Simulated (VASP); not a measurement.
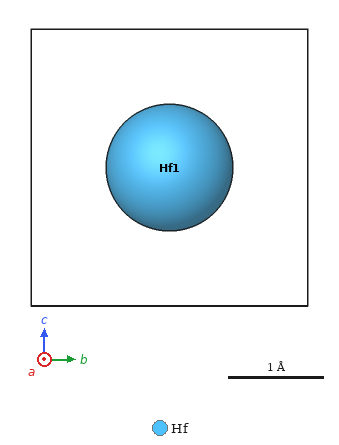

*The structure as given in the input (ball-and-stick view of the cell of the calculation, along the a axis; atoms are numbered from 1 in the order of the input).*

Near neighbours in the crystal (not all of them lie inside the picture): Hf has 6 Hf at 2.91 Å.

## Geometry relaxation, with input and output: Hf (part 1 of 2)

The run: geometry relaxation of Hf (Pm-3m, 1 atom in the cell). Method and program: Kohn-Sham DFT of a periodic cell, RPBE with D3(BJ), VASP PAW PBE potentials, recommended, no spin polarisation (VASP 6.6.1).

The structure was built on a prototype by a generator; it need not be a known phase. It belongs to a series of runs on one base structure; here: dispersion = D3(BJ).

OSZICAR:
```
N       E                     dE             d eps       ncg     rms          rms(c)
DAV:   1     0.879153296468E+01    0.87915E+01   -0.66281E+03   638   0.114E+03
DAV:   2    -0.827117157636E+01   -0.17063E+02   -0.16585E+02   851   0.137E+02
DAV:   3    -0.866317960495E+01   -0.39201E+00   -0.37782E+00   744   0.148E+01
DAV:   4    -0.866616953791E+01   -0.29899E-02   -0.29865E-02   771   0.132E+00
DAV:   5    -0.866619281323E+01   -0.23275E-04   -0.23275E-04   748   0.906E-02    0.322E+01
RMM:   6    -0.847173533900E+01    0.19446E+00   -0.19149E-01   632   0.332E+00    0.187E+01
RMM:   7    -0.843168949657E+01    0.40046E-01   -0.35726E-01   664   0.465E+00    0.128E+00
RMM:   8    -0.842870495807E+01    0.29845E-02   -0.46532E-02   632   0.176E+00    0.465E-01
RMM:   9    -0.842792012173E+01    0.78484E-03   -0.55219E-03   643   0.680E-01    0.120E-01
RMM:  10    -0.842804027195E+01   -0.12015E-03   -0.11917E-03   705   0.304E-01    0.165E-01
RMM:  11    -0.842806764582E+01   -0.27374E-04   -0.16022E-04   667   0.122E-01    0.156E-01
RMM:  12    -0.842805752388E+01    0.10122E-04   -0.30329E-05   672   0.607E-02    0.139E-01
RMM:  13    -0.842805278882E+01    0.47351E-05   -0.46136E-06   592   0.252E-02    0.125E-01
RMM:  14    -0.842804390395E+01    0.88849E-05   -0.31852E-06   517   0.160E-02    0.104E-01
RMM:  15    -0.842803257964E+01    0.11324E-04   -0.14381E-05   635   0.324E-02    0.571E-02
RMM:  16    -0.842803183208E+01    0.74756E-06   -0.25676E-06   468   0.157E-02
   1 F= -.11337599E+02 E0= -.11331011E+02  d E =-.113376E+02
       N       E                     dE             d eps       ncg     rms          rms(c)
DAV:   1    -0.179006020848E+02   -0.94726E+01   -0.27802E+02   630   0.164E+02    0.385E+01
RMM:   2    -0.895293874622E+01    0.89477E+01   -0.87158E+00   630   0.288E+01    0.137E+01
RMM:   3    -0.643998191078E+01    0.25130E+01   -0.63207E+00   631   0.240E+01    0.707E+00
RMM:   4    -0.644981376765E+01   -0.98319E-02   -0.43529E-01   630   0.784E+00    0.298E+00
RMM:   5    -0.645579415484E+01   -0.59804E-02   -0.96527E-02   639   0.299E+00    0.147E+00
RMM:   6    -0.645788769073E+01   -0.20935E-02   -0.15341E-02   632   0.111E+00    0.398E-01
RMM:   7    -0.645813047462E+01   -0.24278E-03   -0.25895E-03   638   0.414E-01    0.318E-01
RMM:   8    -0.645841754934E+01   -0.28707E-03   -0.12720E-03   631   0.282E-01    0.330E-01
RMM:   9    -0.645819576608E+01    0.22178E-03   -0.51227E-04   630   0.194E-01    0.418E-02
RMM:  10    -0.645820440992E+01   -0.86438E-05   -0.86511E-05   631   0.738E-02    0.357E-02
RMM:  11    -0.645820856997E+01   -0.41600E-05   -0.13121E-05   578   0.268E-02    0.397E-02
RMM:  12    -0.645820672313E+01    0.18468E-05   -0.34575E-06   457   0.129E-02    0.727E-03
RMM:  13    -0.645820677610E+01   -0.52967E-07   -0.62481E-07   405   0.480E-03
   2 F= -.11524499E+02 E0= -.11517676E+02  d E =-.186901E+00
       N       E                     dE             d eps       ncg     rms          rms(c)
DAV:   1    -0.965124125024E+01   -0.31930E+01   -0.46202E+01   630   0.645E+01    0.150E+01
RMM:   2    -0.819739120875E+01    0.14539E+01   -0.17487E+00   632   0.133E+01    0.635E+00
RMM:   3    -0.779328908783E+01    0.40410E+00   -0.13027E+00   635   0.970E+00    0.233E+00
RMM:   4    -0.780063374818E+01   -0.73447E-02   -0.90876E-02   631   0.337E+00    0.127E+00
RMM:   5    -0.780369209772E+01   -0.30583E-02   -0.28275E-02   637   0.157E+00    0.801E-01
RMM:   6    -0.780363979861E+01    0.52299E-04   -0.43795E-03   644   0.619E-01    0.873E-02
RMM:   7    -0.780372914796E+01   -0.89349E-04   -0.94769E-04   648   0.266E-01    0.110E-01
RMM:   8    -0.780376248638E+01   -0.33338E-04   -0.18707E-04   635   0.106E-01    0.276E-01
RMM:   9    -0.780374635066E+01    0.16136E-04   -0.74853E-05   632   0.680E-02    0.424E-02
RMM:  10    -0.780374652326E+01   -0.17261E-06   -0.88912E-06   509   0.230E-02
   3 F= -.11843572E+02 E0= -.11840068E+02  d E =-.505974E+00
       N       E                     dE             d eps       ncg     rms          rms(c)
DAV:   1    -0.777830195118E+01    0.25444E-01   -0.39829E-02   664   0.188E+00    0.416E-01
RMM:   2    -0.777704682910E+01    0.12551E-02   -0.14817E-03   631   0.380E-01    0.174E-01
RMM:   3    -0.777668729024E+01    0.35954E-03   -0.10819E-03   634   0.290E-01    0.817E-02
RMM:   4    -0.777669463908E+01   -0.73488E-05   -0.83172E-05   631   0.101E-01    0.213E-02
RMM:   5    -0.777669709906E+01   -0.24600E-05   -0.26178E-05   637   0.489E-02    0.185E-02
RMM:   6    -0.777669752042E+01   -0.42136E-06   -0.33861E-06   504   0.188E-02
   4 F= -.11843716E+02 E0= -.11840130E+02  d E =-.506118E+00
       N       E                     dE             d eps       ncg     rms          rms(c)
DAV:   1    -0.779238493666E+01   -0.15688E-01   -0.12384E-02   632   0.105E+00    0.232E-01
RMM:   2    -0.779199417318E+01    0.39076E-03   -0.44970E-04   632   0.212E-01    0.960E-02
RMM:   3    -0.779188312231E+01    0.11105E-03   -0.32990E-04   635   0.160E-01    0.442E-02
RMM:   4    -0.779188347519E+01   -0.35287E-06   -0.24979E-05   631   0.563E-02    0.140E-02
RMM:   5    -0.779188374709E+01   -0.27190E-06   -0.72799E-06   601   0.259E-02
   5 F= -.11843703E+02 E0= -.11840162E+02  d E =0.135033E-04
       N       E                     dE             d eps       ncg     rms          rms(c)
DAV:   1    -0.778357102617E+01    0.83124E-02   -0.38872E-03   633   0.587E-01    0.130E-01
RMM:   2    -0.778344682856E+01    0.12420E-03   -0.14157E-04   632   0.119E-01    0.537E-02
RMM:   3    -0.778341207171E+01    0.34757E-04   -0.10440E-04   634   0.901E-02    0.248E-02
RMM:   4    -0.778341325390E+01   -0.11822E-05   -0.79337E-06   612   0.317E-02    0.700E-03
RMM:   5    -0.778341362462E+01   -0.37073E-06   -0.23813E-06   468   0.148E-02
   6 F= -.11843731E+02 E0= -.11840165E+02  d E =-.145962E-04
```

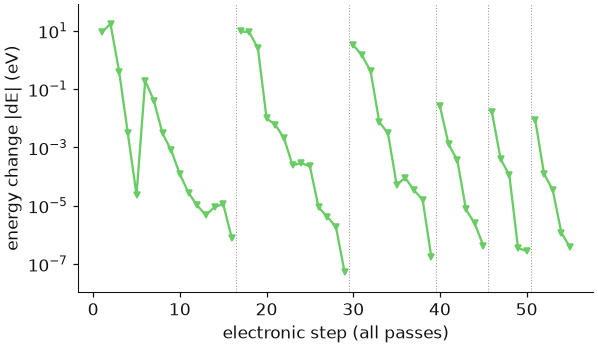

*Convergence of the self-consistent field: energy change |dE| against the electronic step. Each stretch between dotted lines is the SCF of one geometry step of a relaxation.*

The 6 ionic steps take 5 to 16 electronic steps each. The density is held fixed in the first few steps, and dE rises again when its update begins.

Parts of OUTCAR:
```
SYSTEM = Hf
   PREC = Accurate
   ENCUT = 600
   EDIFF = 1E-6
   ISMEAR = -1
   LREAL = .FALSE.
   LASPH = .TRUE.
   NELM = 60
   ISIF = 3
   GGA = RP
   IVDW = 12
   IBRION = 2
   NSW = 60
   EDIFFG = -0.005
 IVDW          = 12
 VDW_S6        =  1.00000000  s6, scaling of the dipole-dipole dispersion
 VDW_S8        =  0.83179998  s8, scaling of the dipole-quadrupole dispersion
 VDW_A1        =  0.18200000  a1, scaling of the critical radii
 VDW_A2        =  4.00939989  a2, offset of the critical radii
 VDW_RADIUS    = 50.20216178  two-body interaction cutoff (in Angstroms)
 VDW_CNRADIUS  = 21.16708996  CN, coordination number cutoff (in Angstroms)

 ion  position               nearest neighbor table
   1  0.500  0.500  0.500-

  LATTYP: Found a simple cubic cell.
 ALAT       =     2.9138100000

  Lattice vectors:

 A1 = (   2.9138100000,   0.0000000000,   0.0000000000)
 A2 = (   0.0000000000,   2.9138100000,   0.0000000000)
 A3 = (   0.0000000000,   0.0000000000,   2.9138100000)

Analysis of symmetry for initial positions (statically):
=====================================================================
 Subroutine PRICEL returns:
 Original cell was already a primitive cell.

 Routine SETGRP: Setting up the symmetry group for a
 simple cubic supercell.

 Subroutine GETGRP returns: Found 48 space group operations
 (whereof 48 operations were pure point group operations)
 out of a pool of 48 trial point group operations.

The static configuration has the point symmetry O_h .

Analysis of symmetry for dynamics (positions and initial velocities):
=====================================================================
 Subroutine PRICEL returns:
 Original cell was already a primitive cell.

 Routine SETGRP: Setting up the symmetry group for a
 simple cubic supercell.

 Subroutine GETGRP returns: Found 48 space group operations
 (whereof 48 operations were pure point group operations)
 out of a pool of 48 trial point group operations.

The dynamic configuration has the point symmetry O_h .

 Subroutine INISYM returns: Found 48 space group operations
 (whereof 48 operations are pure point group operations),
 and found     1 'primitive' translations

----------------------------------------------------------------------------------------

                                     Primitive cell

  volume of cell :      24.7391

  direct lattice vectors                    reciprocal lattice vectors
     2.913810000  0.000000000  0.000000000     0.343193276  0.000000000  0.000000000
     0.000000000  2.913810000  0.000000000     0.000000000  0.343193276  0.000000000
     0.000000000  0.000000000  2.913810000     0.000000000  0.000000000  0.343193276

  length of vectors
     2.913810000  2.913810000  2.913810000     0.343193276  0.343193276  0.343193276

  position of ions in fractional coordinates (direct lattice)
     0.500000000  0.500000000  0.500000000

  ion indices of the primitive-cell ions
   primitive index   ion index
                 1           1

----------------------------------------------------------------------------------------

 KPOINTS: Automatic mesh

Automatic generation of k-mesh.
 Grid dimensions read from file:
 generate k-points for:    9    9    9

 Generating k-lattice:

  Cartesian coordinates                     Fractional coordinates (reciprocal lattice)
     0.038132586  0.000000000  0.000000000     0.111111111  0.000000000  0.000000000
     0.000000000  0.038132586  0.000000000     0.000000000  0.111111111  0.000000000
     0.000000000  0.000000000  0.038132586     0.000000000  0.000000000  0.111111111

  Length of vectors
     0.038132586  0.038132586  0.038132586

  Shift w.r.t. Gamma in fractional coordinates (k-lattice)
     0.000000000  0.000000000  0.000000000

 Subroutine IBZKPT returns following result:
 ===========================================

 Found     35 irreducible k-points:

 Following reciprocal coordinates:
            Coordinates               Weight
  0.000000  0.000000  0.000000      1.000000
  0.111111  0.000000  0.000000      6.000000
  0.222222  0.000000  0.000000      6.000000
  0.333333  0.000000  0.000000      6.000000
  0.444444  0.000000  0.000000      6.000000
  0.111111  0.111111  0.000000     12.000000
  0.222222  0.111111  0.000000     24.000000
  0.333333  0.111111  0.000000     24.000000
  0.444444  0.111111  0.000000     24.000000
  0.222222  0.222222  0.000000     12.000000
  0.333333  0.222222  0.000000     24.000000
  0.444444  0.222222  0.000000     24.000000
  0.333333  0.333333  0.000000     12.000000
  0.444444  0.333333  0.000000     24.000000
  0.444444  0.444444  0.000000     12.000000
  0.111111  0.111111  0.111111      8.000000
  0.222222  0.111111  0.111111     24.000000
  0.333333  0.111111  0.111111     24.000000
  0.444444  0.111111  0.111111     24.000000
  0.222222  0.222222  0.111111     24.000000
  0.333333  0.222222  0.111111     48.000000
  0.444444  0.222222  0.111111     48.000000
  0.333333  0.333333  0.111111     24.000000
  0.444444  0.333333  0.111111     48.000000
 [... further k-points ...]
   k-points           NKPTS =     35   k-points in BZ     NKDIM =     35   number of bands    NBANDS=      9
   number of dos      NEDOS =    301   number of ions     NIONS =      1
   total plane-waves  NPLWV =  13824
   dimension x,y,z NGX =    24 NGY =   24 NGZ =   24
   dimension x,y,z NGXF=    48 NGYF=   48 NGZF=   48
   ions per type =               1
   NGX,Y,Z   is equivalent  to a cutoff of  13.69, 13.69, 13.69 a.u.
   NGXF,Y,Z  is equivalent  to a cutoff of  27.39, 27.39, 27.39 a.u.
 SYSTEM =  Hf
   PREC   = accura    normal or accurate (medium, high low for compatibility)
   ISTART =      0    job   : 0-new  1-cont  2-samecut
   ICHARG =      2    charge: 1-file 2-atom 10-const
   ISPIN  =      1    spin polarized calculation?
   LNONCOLLINEAR =      F non collinear calculations
   LSORBIT =      F    spin-orbit coupling
   LASPH  =      T    aspherical Exc in radial PAW
   ENCUT  =  600.0 eV  44.10 Ry    6.64 a.u.   5.82  5.82  5.82*2*pi/ulx,y,z
   NELM   =     60;   NELMIN=  2; NELMDL= -5     # of ELM steps
   EDIFF  = 0.1E-05   stopping-criterion for ELM
   LREAL  =      F    real-space projection
   EDIFFG = -.5E-02   stopping-criterion for IOM
   NSW    =     60    number of steps for IOM
   IBRION =      2    ionic relax: 0-MD 1-quasi-New 2-CG
   NFREE  =      1    steps in history (QN), initial steepest desc. (CG)
   ISIF   =      3    stress and relaxation
   ISYM   =      2    0-nonsym 1-usesym 2-fastsym
   POTIM  = 0.5000    time-step for ionic-motion
   TEBEG  =    0.0;   TEEND  =   0.0 temperature during run
   PSTRESS=    0.0 pullay stress
   NELECT =      10.0000    total number of electrons
   NUPDOWN=      -1.0000    fix difference up-down
   EMIN   =  10.00;   EMAX   =-10.00  energy-range for DOS
   EFERMI =   0.00;   METHOD = LEGACY
   ISMEAR =    -1;   SIGMA  =   0.05  broadening in eV -4-tet -1-fermi 0-gaus
   EFERMI_NEDOS =   21; number of points for ismear=-14 and -15
   IALGO  =     68    algorithm
   IMIX   =      4    mixing-type and parameters
     AMIX     =   0.40;   BMIX     =  1.00
     AMIX_MAG =   1.60;   BMIX_MAG =  1.00
  volume/ion in A,a.u.               =      24.74       166.95
  Fermi-wavevector in a.u.,A,eV,Ry     =   1.210450  2.287419 19.935117  1.465190
  Thomas-Fermi vector in A             =   2.345997
   LORBIT       =      0    0 simple, 1 ext, 2 COOP (PROOUT), +10 PAW based schemes
   GGA     = RP    functional components
   LHFCALC =     F    Hartree Fock is set to
   AEXX    =    0.0000 exact exchange contribution
   IVDW    =    12    specifies the selected vdW correction
   LEPSILON=     F    determine dielectric tensor
   LRPA    =     F    only Hartree local field effects (RPA)
 conjugate gradient relaxation of ions
 non-spin polarized calculation
 RMM-DIIS sequential band-by-band and
  energy-cutoff  :      600.00
  volume of cell :       24.74
 maximum number of plane-waves:       849
 NGX is ok and might be reduce to    24
   NGX = 11   NGY = 11   NGZ = 11

--------------------------------------- Ionic step        1  -------------------------------------------

 number of electron      10.0000004 magnetization

 Free energy of the ion-electron system (eV)
  ---------------------------------------------------
  ext. energy  EPLUGINS =         0.00000000
  ---------------------------------------------------
  free energy    TOTEN  =        -8.42803183 eV

  energy without entropy =       -8.41485729  energy(sigma->0) =       -8.42144456

------------------------ aborting loop because EDIFF is reached ----------------------------------------

 Edisp (eV)   -2.90957

 E8    (eV) :    -2.1958

  FORCE on cell =-STRESS in cart. coord.  units (eV):
  Direction    XX          YY          ZZ          XY          YZ          ZX
  --------------------------------------------------------------------------------------
  -------------------------------------------------------------------------------------
  Total      -3.10789    -3.10789    -3.10789     0.00000     0.00000    -0.00000
  in kB    -201.27622  -201.27622  -201.27622     0.00000     0.00000    -0.00000
  external pressure =     -201.28 kB  Pullay stress =        0.00 kB

 VOLUME and BASIS-vectors are now :
 -----------------------------------------------------------------------------
  energy-cutoff  :      600.00
  volume of cell :       24.74
      direct lattice vectors                 reciprocal lattice vectors
     2.913810000  0.000000000  0.000000000     0.343193276  0.000000000  0.000000000
     0.000000000  2.913810000  0.000000000     0.000000000  0.343193276  0.000000000
     0.000000000  0.000000000  2.913810000     0.000000000  0.000000000  0.343193276

 POSITION                                       TOTAL-FORCE (eV/Angst)
```
